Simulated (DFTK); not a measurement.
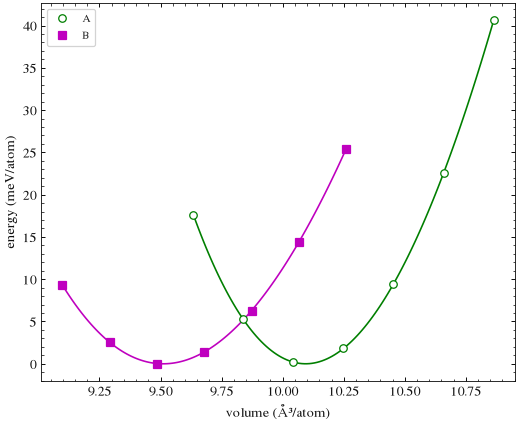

The figure compares two calculations of the energy against volume, each curve from its own zero. The first is for ZrB₂, space group P6/mmm (No. 191).

The cell holds 3 atoms.

Calculation (DFTK 0.8.2): plane-wave DFT, no spin polarisation; energies at scaled volumes of the given cell, shape and fractions fixed, counted from the fit's minimum, third-order Birch-Murnaghan fit. Level: PBEsol.

| setting | value |
| --- | --- |
| k mesh | 10×10×8 |
| occupations | Fermi–Dirac |
| smearing width | 0.05 eV |
| potentials | dojo.nc.sr.pbesol.v0_4_1.standard |
| wave cutoff | 1034 eV |

In the second, Zr is replaced by Mg on all its sites, which gives MgB₂ in the same structure. The second calculation uses wave cutoff 1142.8782 eV.

Which of A and B is the second calculation, and what did the change do?

Answer. B. The equilibrium volume falls from 10.09 to 9.51 Å³/atom (−5.7 %) and the bulk modulus falls from 250 to 155 GPa (−38 %).

For both, limits of the calculation: shape and atomic fractions are frozen while scaling, which makes layered, chain and framework solids too stiff.

V0 and the bulk modulus come from third-order Birch–Murnaghan fits.
